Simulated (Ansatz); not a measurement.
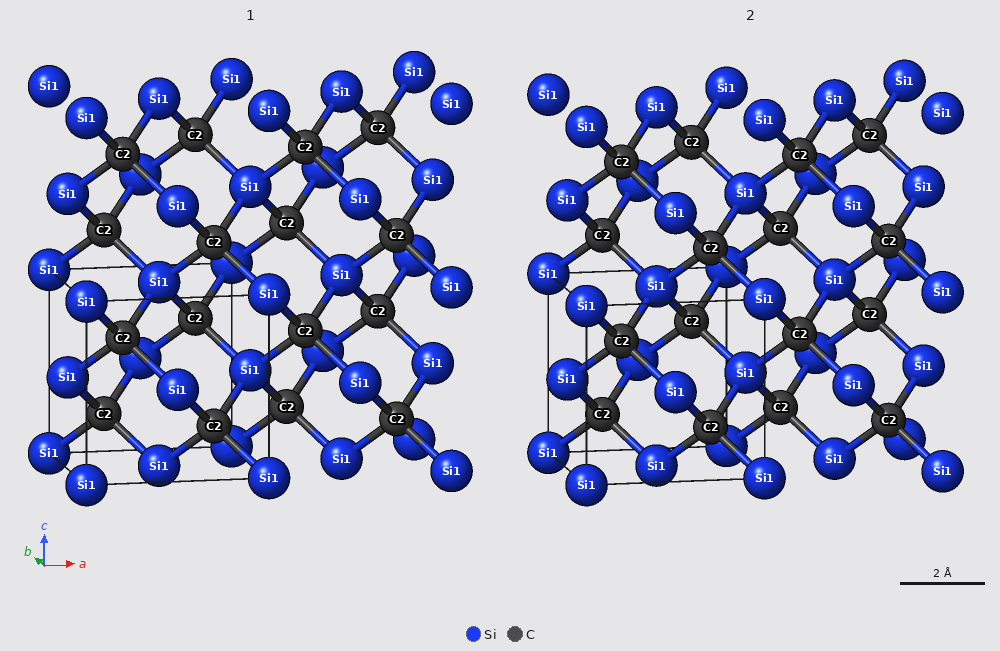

Two geometries of a crystal of SiC (built on the zincblende type) at its r2SCAN-relaxed geometry: one is the relaxed structure, the other was perturbed away from it. A ball-and-stick model of the conventional cell (4 times the calculation's cell), repeated 2 × 1 × 2 with one cell outlined, seen from a free direction. Lengths and directions refer to the drawn axes.

Theory: Ansatz 0.2.0, DFT, r2SCAN, plane waves, PAW. (plane-wave cutoff 500 eV; k-point mesh 10 × 10 × 10; occupations fixed; no spin polarisation)

Question: Which one is perturbed?

Answer: Structure 1 is the perturbed one. The cell is strained by −1.7 % along b and +2.5 % across it (volume +3.3 %). The atoms and the free axis were relaxed with r2SCAN under that strain, and this is a single point on that geometry. Energy change: +17.6 meV per atom. Pressure: 0.0 GPa before, −7.0 GPa after. The principal stresses (compression positive) are 0.0 GPa along b and −10.6 GPa across it. All forces vanish by symmetry. Near-neighbour distances before and after: C–Si 1.886 → 1.908 Å. The space group (tolerance 0.01 Å) goes from F-43m (No. 216) to I-4m2 (No. 119).
